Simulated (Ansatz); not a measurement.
# Run report: Zn₂Ga₂O₅, geometry relaxation (part 1 of 4)

- system: Zn₂Ga₂O₅ (interface cell, 36 atoms in the cell)
- method: DFT PBE, scalar-relativistic, plane waves, PAW, no spin polarisation (Ansatz 0.2.0)

The structure derives from a Materials Project entry. It belongs to a series of runs on one base structure; here: film shifted by (0.5, 0.5) in the plane.

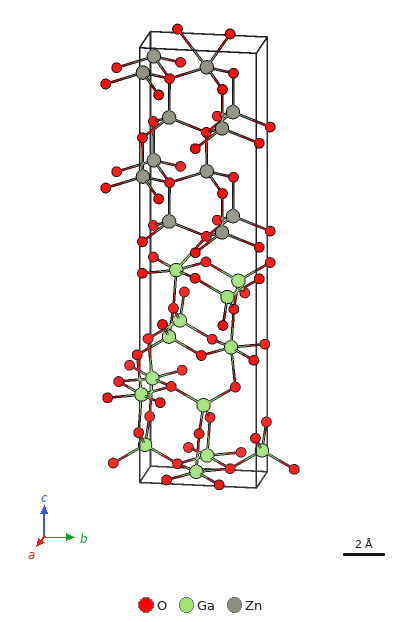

*The structure as given in the input (ball-and-stick view of the cell of the calculation, seen slightly off an axis; bonded neighbours outside the cell are drawn too).*

### The input
```yaml
crystal:
  lattice:
    - [3.0832930631, 0.0, 0.0]
    - [0.0, 5.8776120342, 0.0]
    - [0.0, 0.0, 22.3354834272]
  atoms:
    - { symbol: O, position: [0.5, 0.7281150751, 0.0223859045] }
    - { symbol: O, position: [0.5, 0.2780954463, 0.027904024] }
    - { symbol: Ga, position: [0.0, 0.485582867, 0.0306159631] }
    - { symbol: Ga, position: [0.5, 1.0005543972, 0.0677658673] }
    - { symbol: O, position: [0.0, 0.9922791643, 0.1143278928] }
    - { symbol: O, position: [0.0, 0.5096468643, 0.1186349477] }
    - { symbol: Ga, position: [-0.5, 0.5013716314, 0.1651969733] }
    - { symbol: Ga, position: [0.0, 1.0163431616, 0.2023468775] }
    - { symbol: O, position: [-0.5, 1.2238305823, 0.2050588166] }
    - { symbol: O, position: [-0.5, 0.7738109535, 0.210576936] }
    - { symbol: O, position: [0.0, 0.9790780895, 0.2932496652] }
    - { symbol: O, position: [0.0, 0.5290584606, 0.2987677847] }
    - { symbol: Ga, position: [-0.5, 0.7365458813, 0.3014797237] }
    - { symbol: Ga, position: [0.0, 1.2515174115, 0.3386296279] }
    - { symbol: O, position: [-0.5, 1.2432421786, 0.3851916535] }
    - { symbol: O, position: [-0.5, 0.7606098786, 0.3894987084] }
    - { symbol: Ga, position: [-1.0, 0.7523346457, 0.436060734] }
    - { symbol: Ga, position: [-0.5, 1.2673061759, 0.4732106382] }
    - { symbol: O, position: [-1.0, 1.4747935966, 0.4759225773] }
    - { symbol: O, position: [-1.0, 1.0247739678, 0.4814406967] }
    - { symbol: O, position: [-0.5, 1.5247739678, 0.5539710274] }
    - { symbol: O, position: [-1.0, 2.0247739678, 0.5539710274] }
    - { symbol: Zn, position: [-1.0, 1.7061530394, 0.5841818123] }
    - { symbol: Zn, position: [-0.5, 2.2061530393, 0.5841818123] }
    - { symbol: O, position: [-1.0, 1.7100378936, 0.6736236908] }
    - { symbol: O, position: [-0.5, 2.2100378936, 0.6736236908] }
    - { symbol: Zn, position: [-0.5, 1.528658822, 0.7038344757] }
    - { symbol: Zn, position: [-1.0, 2.028658822, 0.7038344757] }
    - { symbol: O, position: [-0.5, 1.5247739678, 0.7932763542] }
    - { symbol: O, position: [-1.0, 2.0247739678, 0.7932763542] }
    - { symbol: Zn, position: [-1.0, 1.7061530394, 0.8234871391] }
    - { symbol: Zn, position: [-0.5, 2.2061530393, 0.8234871391] }
    - { symbol: O, position: [-1.0, 1.7100378936, 0.9129290176] }
    - { symbol: O, position: [-0.5, 2.2100378936, 0.9129290176] }
    - { symbol: Zn, position: [-0.5, 1.528658822, 0.9431398025] }
    - { symbol: Zn, position: [-1.0, 2.028658822, 0.9431398025] }
basis:
  ecutwfc: 420
kpoints:
  mp_grid: { grid: [9, 5, 1] }
hamiltonian:
  xc: pbe
scf:
  occupations: { method: gaussian, width: 0.05 }
output:
  forces: true
  stress: true
  eigenvalues: true
  populations: true
  write_density: true
  write_potential: true
  elf: true
  volumetric_format: npy
relax:
  adjacent_minimum: "off"
  f_tol: 0.02
  max_steps: 70
  cell: { fix: [a, b, gamma, alpha, beta], stress_tol: 0.15 }
```

Launched with:
```bash
ansatz run input.yaml --threads 8 --pin off --max-ram 20480MiB --backend cpu --events-out ev --progress --plain --runs-dir out
```

### The program's output
```
Engine: ansatz 0.2.0, x86_64-unknown-linux-gnu
Pseudopotentials: kind: paw
Pseudopotential: O, paw, valence charge 6, recommended cutoff 420 eV (normal), O.paw.azcp
Pseudopotential: Ga, paw, valence charge 13, recommended cutoff 420 eV (normal), Ga.paw.azcp
Pseudopotential: Zn, paw, valence charge 12, recommended cutoff 420 eV (normal), Zn.paw.azcp
Functional definition: PBE
  parameter kappa = 0.804
  parameter beta = 0.06672455060314922
  exchange = pbe_x(kappa = kappa, mu = beta*pi^2/3)
  correlation = pbe_c(beta = beta)
Crystal: 36 atoms, lattice volume = 404.773 Å³
Basis set: ecut = 420 eV, 7891 PW (Γ), exchange–correlation on 48×80×300 points (8 copies of the dense FFT grid, shifted against one another)
Bands: 196, of which v1, the nominal top of the filled ones, is band 160 counted from 1 (159 counted from 0)
Symmetry: 2 space group operations
Space group: Pm (ITA 6), of the structure as read, at distance tolerance 7.4e-5 Å
k-points: 15 of 45 (time reversal used)
Non-local potential: O, projectors of the file, l = 0: 2, l = 1: 2, l = 2: 1
Non-local potential: Ga, projectors of the file, l = 0: 2, l = 1: 2, l = 2: 3, l = 3: 1
Non-local potential: Zn, projectors of the file, l = 0: 2, l = 1: 2, l = 2: 3, l = 3: 1
PAW form: soft (Blöchl's): semilocal exchange-correlation on the pseudo side does not see the compensation charge
PAW one-centre angular grid: O, 110 points (default); XC on 64 Gauss nodes
PAW one-centre angular grid: Ga, 590 points (default); XC on 64 Gauss nodes
PAW one-centre angular grid: Zn, 590 points (default); XC on 64 Gauss nodes
Initial density: superposition of atomic densities (neutral atoms: chi_scale 0, normalization atom), corrected by the library's trained network
Initial wavefunctions: pseudopotential atomic-orbital guess
Functional: x = pbe(κ = 0.804, μ = 0.2195149727645171), c = pbe(β = 0.06672455060314922)
SCF iter   1: F=—  HF=-68165.607757 eV  |F-HF|=—  |Δ(HF+E_count)|=         —  Δρ=1.59e-2  dr2=6.98e0  ethr=1.77e-3  ⟨swp⟩=6.1  Hψ=10942  notcnv=0  defer=3
preconditioner: auto → LDOS  [metal: Δε(μ)=0.043 eV  Ē_g=15.025 eV  σ=0.050 eV  W_gap=0.41  n_scr=132 (ndim 8)  ℏωp=33.0 eV  f_vac=0.024  D(μ)=10.31/eV (n_scr^D=52)  β→1.0]
SCF iter   2: F=—  HF=-68165.434983 eV  |F-HF|=—  |Δ(HF+E_count)|=   1.73e-1  Δρ=5.75e-3  dr2=1.81e-1  ethr=1.77e-3  ⟨swp⟩=2.0  Hψ=3430  notcnv=0  defer=428
SCF iter   3: F=—  HF=-68165.481968 eV  |F-HF|=—  |Δ(HF+E_count)|=   4.70e-2  Δρ=4.87e-3  dr2=1.66e-1  ethr=5.66e-5  ⟨swp⟩=2.0  Hψ=4969  notcnv=0  defer=462
SCF iter   4: F=—  HF=-68165.451703 eV  |F-HF|=—  |Δ(HF+E_count)|=   3.03e-2  Δρ=1.64e-3  dr2=3.99e-2  ethr=5.19e-5  ⟨swp⟩=2.0  Hψ=4780  notcnv=0  defer=462
SCF iter   5: F=—  HF=-68165.451532 eV  |F-HF|=—  |Δ(HF+E_count)|=   1.71e-4  Δρ=1.18e-3  dr2=1.66e-2  ethr=1.25e-5  ⟨swp⟩=1.8  Hψ=3949  notcnv=0  defer=462
SCF iter   6: F=—  HF=-68165.450038 eV  |F-HF|=—  |Δ(HF+E_count)|=   1.49e-3  Δρ=5.58e-4  dr2=4.31e-3  ethr=5.18e-6  ⟨swp⟩=2.0  Hψ=4566  notcnv=0  defer=462
SCF iter   7: F=—  HF=-68165.450009 eV  |F-HF|=—  |Δ(HF+E_count)|=   2.97e-5  Δρ=8.68e-4  dr2=1.34e-2  ethr=1.35e-6  ⟨swp⟩=1.9  Hψ=3999  notcnv=0  defer=457  recentre
SCF iter   8: F=—  HF=-68165.449669 eV  |F-HF|=—  |Δ(HF+E_count)|=   3.39e-4  Δρ=4.15e-4  dr2=1.71e-3  ethr=1.35e-6  ⟨swp⟩=1.9  Hψ=2742  notcnv=0  defer=457
SCF iter   9: F=—  HF=-68165.449619 eV  |F-HF|=—  |Δ(HF+E_count)|=   5.04e-5  Δρ=2.81e-4  dr2=5.63e-4  ethr=5.35e-7  ⟨swp⟩=1.5  Hψ=2487  notcnv=0  defer=457
SCF iter  10: F=—  HF=-68165.449588 eV  |F-HF|=—  |Δ(HF+E_count)|=   3.03e-5  Δρ=2.06e-4  dr2=2.36e-4  ethr=1.76e-7  ⟨swp⟩=2.0  Hψ=3753  notcnv=0  defer=457
SCF iter  11: F=—  HF=-68165.449576 eV  |F-HF|=—  |Δ(HF+E_count)|=   1.29e-5  Δρ=1.66e-4  dr2=1.21e-4  ethr=7.38e-8  ⟨swp⟩=2.0  Hψ=2809  notcnv=0  defer=457
SCF iter  12: F=—  HF=-68165.449579 eV  |F-HF|=—  |Δ(HF+E_count)|=   2.96e-6  Δρ=1.37e-4  dr2=7.43e-5  ethr=3.77e-8  ⟨swp⟩=2.0  Hψ=2759  notcnv=0  defer=457
SCF iter  13: F=—  HF=-68165.449499 eV  |F-HF|=—  |Δ(HF+E_count)|=   7.95e-5  Δρ=1.07e-4  dr2=3.95e-5  ethr=2.32e-8  ⟨swp⟩=2.0  Hψ=5144  notcnv=0  defer=457
SCF iter  14: F=—  HF=-68165.449496 eV  |F-HF|=—  |Δ(HF+E_count)|=   3.31e-6  Δρ=5.66e-5  dr2=1.20e-5  ethr=1.24e-8  ⟨swp⟩=2.0  Hψ=4034  notcnv=0  defer=457
SCF iter  15: F=—  HF=-68165.449495 eV  |F-HF|=—  |Δ(HF+E_count)|=   4.48e-7  Δρ=3.12e-5  dr2=4.64e-6  ethr=3.74e-9  ⟨swp⟩=2.0  Hψ=4034  notcnv=0  defer=457
SCF iter  16: F=—  HF=-68165.449495 eV  |F-HF|=—  |Δ(HF+E_count)|=   1.67e-7  Δρ=2.10e-5  dr2=2.54e-6  ethr=1.45e-9  ⟨swp⟩=2.0  Hψ=4054  notcnv=0  defer=457
SCF iter  17: F=—  HF=-68165.449495 eV  |F-HF|=—  |Δ(HF+E_count)|=   1.74e-8  Δρ=1.09e-5  dr2=7.29e-7  ethr=7.94e-10  ⟨swp⟩=2.0  Hψ=3927  notcnv=0  defer=457
SCF iter  18: F=—  HF=-68165.449495 eV  |F-HF|=—  |Δ(HF+E_count)|=   3.95e-8  Δρ=6.92e-6  dr2=2.73e-7  ethr=2.28e-10  ⟨swp⟩=2.0  Hψ=3918  notcnv=0  defer=457
SCF iter  19: F=-68165.449495 eV  HF=-68165.449495 eV  |F-HF|=6.28e-8  |Δ(HF+E_count)|=   3.27e-9  Δρ=3.91e-6  dr2=9.47e-8  ethr=3.13e-11  ⟨swp⟩=11.2  Hψ=22077  notcnv=0
SCF 1 converged in 19 iterations: F = -68165.449495 eV  dr2 = 9.47e-8
  greatest PAW one-centre occupation: 0.998 electrons in one spin orbital (limit 2), on the Ga atom at site 12 (counted from 0), in its partial waves of l = 2
relax step   1: F+E_penalty+E_count = -68165.44949529 eV  Δ(F+E_penalty+E_count) = +0.000e0 eV  max|allowed force component| = 4.727e0 eV/Å  Δτ_max = 0.0000 Å  P = +5.960 GPa  Ω = 404.773 Å³  fix = [a, b, alpha, beta, gamma]  reactions: a +7.061, b -0.045 GPa; alpha +0.497 GPa/rad  (19 SCF iters, dr2 threshold 1.00e-7 eV, accepted)
Crystal: 36 atoms, lattice volume = 414.517 Å³
Basis set: ecut = 420 eV, 8077 PW (Γ), exchange–correlation on 48×80×300 points (8 copies of the dense FFT grid, shifted against one another)
Initial density: handed on by an earlier stage of this run
Initial wavefunctions: those handed on with the density
SCF iter   1: F=—  HF=-68168.938313 eV  |F-HF|=—  |Δ(HF+E_count)|=         —  Δρ=3.89e-2  dr2=2.21e1  ethr=3.10e-3  ⟨swp⟩=5.2  Hψ=10003  notcnv=0  defer=205
preconditioner: auto → LDOS  [insulator: Δε(μ)=0.262 eV  Ē_g=14.988 eV  σ=0.050 eV  W_gap=0.93  n_scr=132 (ndim 8)  ℏωp=32.6 eV  f_vac=0.026  D(μ)=2.74/eV (n_scr^D=8)  ε∞_Penn≈5.7  β→1.0]
SCF iter   2: F=—  HF=-68679.455559 eV  |F-HF|=—  |Δ(HF+E_count)|=    5.11e2  Δρ=8.84e-1  dr2=5.68e4  ethr=3.10e-3  ⟨swp⟩=24.1  Hψ=30582  notcnv=0  defer=476  recentre
SCF iter   3: F=—  HF=-68168.640446 eV  |F-HF|=—  |Δ(HF+E_count)|=    5.11e2  Δρ=3.47e-2  dr2=2.03e1  ethr=3.10e-3  ⟨swp⟩=13.7  Hψ=21162  notcnv=0  defer=438
SCF iter   4: F=—  HF=-68168.137850 eV  |F-HF|=—  |Δ(HF+E_count)|=   5.03e-1  Δρ=2.31e-2  dr2=7.38e0  ethr=3.10e-3  ⟨swp⟩=3.4  Hψ=3500  notcnv=0  defer=432
SCF iter   5: F=—  HF=-68167.808407 eV  |F-HF|=—  |Δ(HF+E_count)|=   3.29e-1  Δρ=1.07e-2  dr2=6.63e-1  ethr=2.31e-3  ⟨swp⟩=4.1  Hψ=3603  notcnv=0  defer=461
SCF iter   6: F=—  HF=-68167.787198 eV  |F-HF|=—  |Δ(HF+E_count)|=   2.12e-2  Δρ=5.44e-3  dr2=1.45e-1  ethr=2.07e-4  ⟨swp⟩=6.3  Hψ=4017  notcnv=0  defer=458
SCF iter   7: F=—  HF=-68167.770711 eV  |F-HF|=—  |Δ(HF+E_count)|=   1.65e-2  Δρ=5.50e-3  dr2=8.59e-1  ethr=4.53e-5  ⟨swp⟩=5.5  Hψ=5368  notcnv=0  defer=435  recentre
SCF iter   8: F=—  HF=-68167.781987 eV  |F-HF|=—  |Δ(HF+E_count)|=   1.13e-2  Δρ=5.08e-3  dr2=2.59e-1  ethr=4.53e-5  ⟨swp⟩=5.4  Hψ=4694  notcnv=0  defer=446
SCF iter   9: F=—  HF=-68167.773756 eV  |F-HF|=—  |Δ(HF+E_count)|=   8.23e-3  Δρ=4.13e-3  dr2=2.24e-1  ethr=4.53e-5  ⟨swp⟩=3.1  Hψ=3316  notcnv=0  defer=433
SCF iter  10: F=—  HF=-68167.762033 eV  |F-HF|=—  |Δ(HF+E_count)|=   1.17e-2  Δρ=2.70e-3  dr2=1.09e-1  ethr=4.53e-5  ⟨swp⟩=2.4  Hψ=2659  notcnv=0  defer=433
SCF iter  11: F=—  HF=-68167.759728 eV  |F-HF|=—  |Δ(HF+E_count)|=   2.31e-3  Δρ=1.20e-3  dr2=8.04e-3  ethr=3.41e-5  ⟨swp⟩=2.2  Hψ=2542  notcnv=0  defer=433
SCF iter  12: F=—  HF=-68167.761173 eV  |F-HF|=—  |Δ(HF+E_count)|=   1.45e-3  Δρ=2.03e-3  dr2=1.18e-1  ethr=2.51e-6  ⟨swp⟩=2.5  Hψ=2594  notcnv=0  defer=432
SCF iter  13: F=—  HF=-68167.760112 eV  |F-HF|=—  |Δ(HF+E_count)|=   1.06e-3  Δρ=9.12e-4  dr2=1.10e-2  ethr=2.51e-6  ⟨swp⟩=1.0  Hψ=2509  notcnv=0  defer=431
SCF iter  14: F=—  HF=-68167.759985 eV  |F-HF|=—  |Δ(HF+E_count)|=   1.27e-4  Δρ=7.06e-4  dr2=1.85e-3  ethr=2.51e-6  ⟨swp⟩=1.1  Hψ=2525  notcnv=0  defer=431
SCF iter  15: F=—  HF=-68167.759694 eV  |F-HF|=—  |Δ(HF+E_count)|=   2.90e-4  Δρ=6.37e-4  dr2=3.16e-3  ethr=5.78e-7  ⟨swp⟩=1.7  Hψ=2887  notcnv=0  defer=431
SCF iter  16: F=—  HF=-68167.759698 eV  |F-HF|=—  |Δ(HF+E_count)|=   3.99e-6  Δρ=5.70e-4  dr2=4.48e-3  ethr=5.78e-7  ⟨swp⟩=1.3  Hψ=2662  notcnv=0  defer=431
SCF iter  17: F=—  HF=-68167.759664 eV  |F-HF|=—  |Δ(HF+E_count)|=   3.50e-5  Δρ=4.88e-4  dr2=3.18e-3  ethr=5.78e-7  ⟨swp⟩=1.0  Hψ=2568  notcnv=0  defer=431
SCF iter  18: F=—  HF=-68167.759606 eV  |F-HF|=—  |Δ(HF+E_count)|=   5.79e-5  Δρ=3.41e-4  dr2=1.18e-3  ethr=5.78e-7  ⟨swp⟩=1.1  Hψ=2510  notcnv=0  defer=431
SCF iter  19: F=—  HF=-68167.759550 eV  |F-HF|=—  |Δ(HF+E_count)|=   5.55e-5  Δρ=1.88e-4  dr2=2.65e-4  ethr=3.70e-7  ⟨swp⟩=1.6  Hψ=2577  notcnv=0  defer=431
SCF iter  20: F=—  HF=-68167.759528 eV  |F-HF|=—  |Δ(HF+E_count)|=   2.22e-5  Δρ=1.09e-4  dr2=1.81e-4  ethr=8.28e-8  ⟨swp⟩=2.1  Hψ=3691  notcnv=0  defer=431
SCF iter  21: F=—  HF=-68167.759521 eV  |F-HF|=—  |Δ(HF+E_count)|=   7.25e-6  Δρ=5.29e-5  dr2=2.00e-5  ethr=5.66e-8  ⟨swp⟩=1.7  Hψ=2549  notcnv=0  defer=431
SCF iter  22: F=—  HF=-68167.759519 eV  |F-HF|=—  |Δ(HF+E_count)|=   1.55e-6  Δρ=3.08e-5  dr2=4.38e-6  ethr=6.26e-9  ⟨swp⟩=2.4  Hψ=4060  notcnv=0  defer=431
SCF iter  23: F=-68167.759519 eV  HF=-68167.759521 eV  |F-HF|=1.60e-6  |Δ(HF+E_count)|=   1.72e-6  Δρ=1.49e-5  dr2=2.21e-6  ethr=1.12e-9  ⟨swp⟩=24.8  Hψ=34324  notcnv=0
SCF 2 converged in 23 iterations: F = -68167.759519 eV  dr2 = 2.21e-6
[... from here on the iterations of each SCF are left out, up to the last one ...]
  Residual-converged pass: ⟨swp⟩=1.1  Hψ=3001  notcnv=0  max |occ|·‖R‖ = 7.0e-9 eV (tolerance 1.0e-8 eV)  dr2=2.21e-6  dr2_onsite=8.68e-8  max |Δocc| = 2.7e-11
relax step   2: F+E_penalty+E_count = -68167.75951921 eV  Δ(F+E_penalty+E_count) = -2.310e0 eV  max|allowed force component| = 3.833e0 eV/Å  Δτ_max = 0.1989 Å  P = +2.336 GPa  Ω = 414.517 Å³  energy of the carried Pulay correction = -4.424e-2 eV  fix = [a, b, alpha, beta, gamma]  reactions: a +3.796, b -2.235 GPa; alpha +1.313 GPa/rad  (23 SCF iters, dr2 threshold 3.60e-6 eV, accepted)
[... from here on the SCF iterations and repeated set-up lines of each step are left out, up to the last step ...]
SCF 3 converged in 25 iterations: F = -68169.185151 eV  dr2 = 2.06e-6
relax step   3: F+E_penalty+E_count = -68169.18515118 eV  Δ(F+E_penalty+E_count) = -1.426e0 eV  max|allowed force component| = 1.911e0 eV/Å  Δτ_max = 0.1944 Å  P = +0.175 GPa  Ω = 423.144 Å³  energy of the carried Pulay correction = -8.254e-2 eV  fix = [a, b, alpha, beta, gamma]  reactions: a +2.374, b -2.946 GPa; alpha +2.423 GPa/rad  (25 SCF iters, dr2 threshold 3.60e-6 eV, accepted)
SCF 4 converged in 19 iterations: F = -68169.888158 eV  dr2 = 2.55e-6
relax step   4: F+E_penalty+E_count = -68169.88815846 eV  Δ(F+E_penalty+E_count) = -7.030e-1 eV  max|allowed force component| = 1.359e0 eV/Å  Δτ_max = 0.2000 Å  P = +0.405 GPa  Ω = 423.119 Å³  energy of the carried Pulay correction = -8.243e-2 eV  fix = [a, b, alpha, beta, gamma]  reactions: a +2.596, b -2.010 GPa; alpha +3.546 GPa/rad  (19 SCF iters, dr2 threshold 3.60e-6 eV, accepted)
SCF 5 converged in 18 iterations: F = -68170.538495 eV  dr2 = 2.25e-6
relax step   5: F+E_penalty+E_count = -68170.53849473 eV  Δ(F+E_penalty+E_count) = -6.503e-1 eV  max|allowed force component| = 8.902e-1 eV/Å  Δτ_max = 0.1941 Å  P = +0.926 GPa  Ω = 422.157 Å³  energy of the carried Pulay correction = -7.820e-2 eV  fix = [a, b, alpha, beta, gamma]  reactions: a +3.168, b -0.865 GPa; alpha +4.097 GPa/rad  (18 SCF iters, dr2 threshold 3.60e-6 eV, accepted)
SCF 6 converged in 15 iterations: F = -68171.112040 eV  dr2 = 2.43e-6
relax step   6: F+E_penalty+E_count = -68171.11203969 eV  Δ(F+E_penalty+E_count) = -5.735e-1 eV  max|allowed force component| = 6.750e-1 eV/Å  Δτ_max = 0.2000 Å  P = +1.500 GPa  Ω = 421.275 Å³  energy of the carried Pulay correction = -7.431e-2 eV  fix = [a, b, alpha, beta, gamma]  reactions: a +3.762, b +0.501 GPa; alpha +3.268 GPa/rad  (15 SCF iters, dr2 threshold 3.60e-6 eV, accepted)
SCF 7 converged in 9 iterations: F = -68171.457099 eV  dr2 = 3.58e-6
relax step   7: F+E_penalty+E_count = -68171.45709887 eV  Δ(F+E_penalty+E_count) = -3.451e-1 eV  max|allowed force component| = 5.263e-1 eV/Å  Δτ_max = 0.1964 Å  P = +2.112 GPa  Ω = 420.801 Å³  energy of the carried Pulay correction = -7.222e-2 eV  fix = [a, b, alpha, beta, gamma]  reactions: a +4.464, b +1.954 GPa; alpha +2.020 GPa/rad  (9 SCF iters, dr2 threshold 3.60e-6 eV, accepted)
SCF 8 converged in 10 iterations: F = -68171.762140 eV  dr2 = 9.66e-7
relax step   8: F+E_penalty+E_count = -68171.76213951 eV  Δ(F+E_penalty+E_count) = -3.050e-1 eV  max|allowed force component| = 4.595e-1 eV/Å  Δτ_max = 0.1951 Å  P = +2.507 GPa  Ω = 419.384 Å³  energy of the carried Pulay correction = -6.595e-2 eV  fix = [a, b, alpha, beta, gamma]  reactions: a +4.867, b +2.809 GPa; alpha +0.995 GPa/rad  (10 SCF iters, dr2 threshold 3.60e-6 eV, accepted)
SCF 9 converged in 8 iterations: F = -68172.061838 eV  dr2 = 2.35e-6
relax step   9: F+E_penalty+E_count = -68172.06183821 eV  Δ(F+E_penalty+E_count) = -2.997e-1 eV  max|allowed force component| = 3.048e-1 eV/Å  Δτ_max = 0.1926 Å  P = +3.056 GPa  Ω = 416.443 Å³  energy of the carried Pulay correction = -5.286e-2 eV  fix = [a, b, alpha, beta, gamma]  reactions: a +5.386, b +3.606 GPa; alpha +0.541 GPa/rad  (8 SCF iters, dr2 threshold 3.60e-6 eV, accepted)
SCF 10 converged in 9 iterations: F = -68172.258655 eV  dr2 = 4.90e-7
relax step  10: F+E_penalty+E_count = -68172.25865503 eV  Δ(F+E_penalty+E_count) = -1.968e-1 eV  max|allowed force component| = 2.339e-1 eV/Å  Δτ_max = 0.2000 Å  P = +2.973 GPa  Ω = 416.298 Å³  energy of the carried Pulay correction = -5.221e-2 eV  fix = [a, b, alpha, beta, gamma]  reactions: a +5.507, b +3.376 GPa; alpha +0.385 GPa/rad  (9 SCF iters, dr2 threshold 3.60e-6 eV, accepted)
SCF 11 converged in 8 iterations: F = -68172.353911 eV  dr2 = 2.37e-6
relax step  11: F+E_penalty+E_count = -68172.35391137 eV  Δ(F+E_penalty+E_count) = -9.526e-2 eV  max|allowed force component| = 2.603e-1 eV/Å  Δτ_max = 0.1935 Å  P = +3.014 GPa  Ω = 416.771 Å³  energy of the carried Pulay correction = -5.433e-2 eV  fix = [a, b, alpha, beta, gamma]  reactions: a +5.536, b +3.314 GPa; alpha +0.311 GPa/rad  (8 SCF iters, dr2 threshold 3.42e-6 eV, accepted)
SCF 12 converged in 8 iterations: F = -68172.400008 eV  dr2 = 1.26e-6
```
